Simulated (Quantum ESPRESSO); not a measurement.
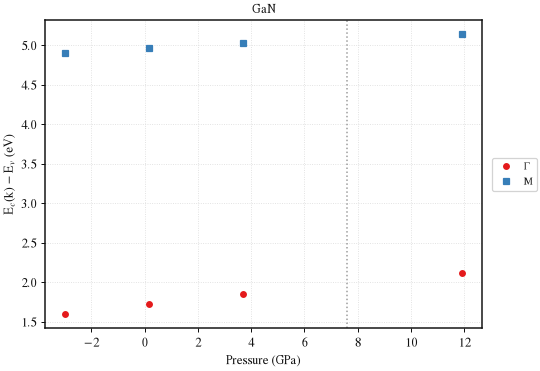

Lowest conduction level at each named k point, counted from the valence-band top at Γ. One run is left out (dotted line).

System: wurtzite GaN, space group P6_3mc (No. 186), 4 atoms in the cell. The cell is scaled at fixed shape and fractional positions. At 11.54 Å³/atom, a = 3.201 Å, c = 5.200 Å (hexagonal axes). Quantum ESPRESSO; PBE, Ansatz NC SR PBE, no spin polarisation, no spin-orbit coupling, 10×10×5 k mesh, 1238 eV cutoff, Fermi-Dirac smearing of 0.05 eV.

| pressure | Γ (eV) | M (eV) | volume (Å³/atom) |
| --- | --- | --- | --- |
| −3.0 GPa | 1.59 | 4.91 | 11.99 |
| 0.2 GPa | 1.72 | 4.97 | 11.76 |
| 3.7 GPa | 1.85 | 5.02 | 11.54 |
| 11.9 GPa | 2.12 | 5.14 | 11.08 |

What does the missing run, at 7.6 GPa, give?

Fits through the other points give 1.99 eV at Γ (a parabola) and 5.08 eV at M (a straight line). The run itself gives 1.99 and 5.08 eV, within 0.01 eV of the estimates.

Which of these conduction levels is lowest, and does that change?

The lowest is the one at Γ, over the whole range, so among these points the gap stays direct.

What are the pressure coefficients?

Straight lines through the points have slopes of +35 at Γ and +15 at M (meV per GPa).

LDA, GGA and most meta-GGA functionals understate gaps.
